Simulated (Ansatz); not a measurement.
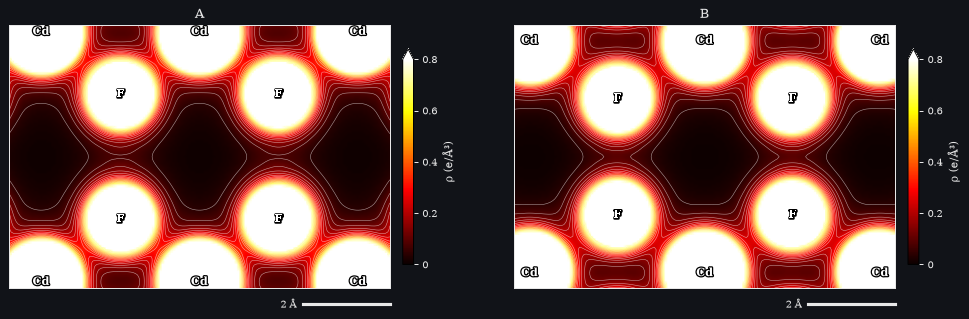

CdF2. The valence electron density of two cells that differ in size and shape, on the (100) plane of each (indices in the axes of the calculation cell), at one length scale and on one colour scale; one has 12.7 and the other 14.5 Å³ an atom.

Space group I4/mmm.

Computed with DFT PBE, scalar-relativistic, plane waves, PAW in Ansatz 0.2.0.

Core electrons are frozen (PAW), and the valence fields are smoothed inside the atomic spheres.

> Which panel shows the smaller cell, and what does the compression change?

Panel A is the smaller cell, by 12 % in volume. From the larger cell to the smaller, Cd–F goes from 2.42 to 2.32 Å, and the density at its midpoint from 0.26 to 0.33 e/Å³; the pressure goes from −4.4 to 8 GPa; the Kohn–Sham gap goes from 2.6 eV to 2.9 eV.
